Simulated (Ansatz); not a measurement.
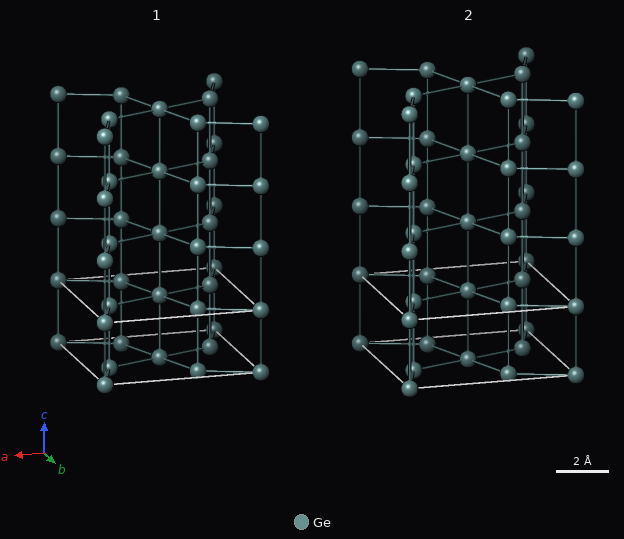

Two geometries of a crystal of Ge (a generated structure, set up in P4/mbm) (coarse preliminary run), drawn at one scale. One is the start of a relaxation, the other its converged end. A ball-and-stick model of the cell of the calculation, repeated 1 × 1 × 4 with one cell outlined, seen from a free direction.

Level of theory: Ansatz, DFT PBE, scalar-relativistic, plane waves, PAW. Settings: plane-wave cutoff 420 eV; k-point mesh 4 × 4 × 6; occupations gaussian; smearing width 0.1 eV; no spin polarisation; cell and atoms relaxed; force threshold 0.04 eV/Å; at most 70 steps.

### Which geometry has the lower energy?

Structure 2 is the relaxed one. The largest moves relative to the cell, 0.031 Å, are those of Ge atoms. The volume changes by +25.6 %, with a = b 6.322 → 6.742 Å (+6.7 %), c 2.505 → 2.767 Å (+10.5 %). Some distances before and after: Ge–Ge 2.505 → 2.767 Å, Ge–Ge 2.453 → 2.630 Å, Ge–Ge 2.446 → 2.547 Å. The space group stays P4/mbm (No. 127). Over 5 accepted moves (7 points after the start) the energy falls by 272 meV per atom. The largest force component goes from 0.045 to 0.0014 eV/Å. The pressure goes from 24.50 to 0.07 GPa. At 2 points the geometry stayed and the basis and grid were re-selected for the new cell (energy shift of 4.1 meV per atom at most each time). Cost: 79 s on 1 thread of Arm Neoverse V1 (shared host), peak memory 0.42 GiB.

Limits of the set-up: the k-point mesh is coarse for a cell with partly filled bands.
